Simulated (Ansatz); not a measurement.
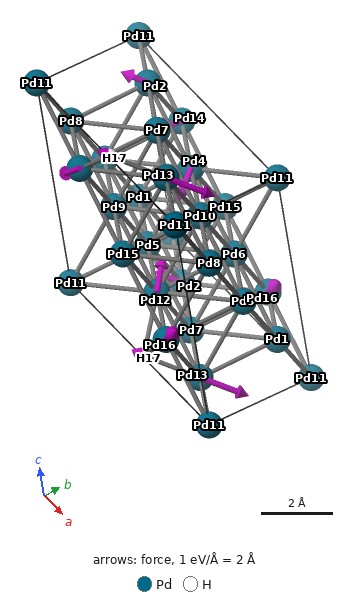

Starting geometry of a defect cell of composition HPd₁₆ with the computed forces as purple arrows. The picture is a ball-and-stick view of the cell of the calculation, seen slightly off an axis.

Case: H interstitial, charge +0, atoms relaxed.

Method: DFT LDA, scalar-relativistic, plane waves, PAW in Ansatz.

Input file:
```yaml
crystal:
  lattice:
    - [3.8390420049, 3.8390420049, 3.8390420049]
    - [3.8390420049, -3.8390420049, -3.8390420049]
    - [-3.8390420049, 3.8390420049, -3.8390420049]
  atoms:
    - { symbol: Pd, position: [0.0, 0.75, 0.25] }
    - { symbol: Pd, position: [0.25, 0.75, 0.0] }
    - { symbol: Pd, position: [0.0, 0.5, 0.5] }
    - { symbol: Pd, position: [0.5, 0.75, 0.75] }
    - { symbol: Pd, position: [0.25, 0.5, 0.25] }
    - { symbol: Pd, position: [0.75, 0.75, 0.5] }
    - { symbol: Pd, position: [0.5, 0.5, 0.0] }
    - { symbol: Pd, position: [0.0, 0.25, 0.75] }
    - { symbol: Pd, position: [0.25, 0.25, 0.5] }
    - { symbol: Pd, position: [0.75, 0.5, 0.75] }
    - { symbol: Pd, position: [0.0, 0.0, 0.0] }
    - { symbol: Pd, position: [0.5, 0.25, 0.25] }
    - { symbol: Pd, position: [0.75, 0.25, 0.0] }
    - { symbol: Pd, position: [0.25, 0.0, 0.75] }
    - { symbol: Pd, position: [0.5, 0.0, 0.5] }
    - { symbol: Pd, position: [0.75, 0.0, 0.25] }
    - { symbol: H, position: [0.5127593116, 0.017272075, -0.0051966874] }
basis:
  ecutwfc: 420
  xc_grid: 2
kpoints:
  mp_grid: { grid: [4, 4, 4], shift: [0.5, 0.5, 0.5] }
hamiltonian:
  xc: lda
scf:
  occupations: { method: gaussian, width: 0.1 }
output:
  forces: true
  stress: false
  eigenvalues: true
  write_density: true
  write_potential: true
  elf: true
  volumetric_format: npy
relax:
  adjacent_minimum: "off"
  f_tol: 0.02
  max_steps: 60
```

Run as
```bash
ansatz run input.yaml --threads 4 --pin off --max-ram 10240MiB --backend cpu --events-out ev --progress --plain --runs-dir out
```

> What follows when this structure is relaxed?

It isn't relaxed: the largest force vector, on Pd13, is 0.77 eV/Å. The final displacements follow the starting forces only in part (cosine between the two patterns 0.59). The largest move is that of H17, 0.12 Å along [−2 −3 1]. Largest moves by element: H 0.12 Å, Pd 0.03 Å. The cell doesn't change. Near-neighbour distances that change, for instance: Pd13–H17 1.785 → 1.934 Å, Pd2–H17 2.055 → 1.957 Å, Pd14–H17 1.887 → 1.943 Å, Pd12–Pd13 2.715 → 2.752 Å. Bond angles that change, for instance: Pd4–H17–Pd12 171.6° → 179.2°, Pd13–H17–Pd14 95.3° → 90.5°, Pd2–H17–Pd16 85.0° → 89.5°. The energy falls by 55.2 meV per cell of the calculation in 3 accepted moves (4 points after the start). The largest force component goes from 0.77 to 0.0092 eV/Å. 1 step only repeated the SCF at the same geometry. The run took 4.4 min on 4 threads of Arm Neoverse V1 (shared host), peak memory 1.6 GiB.

Limits of the set-up: the periodic images lie only 6.6 Å apart, so the values are limited by the cell's size.
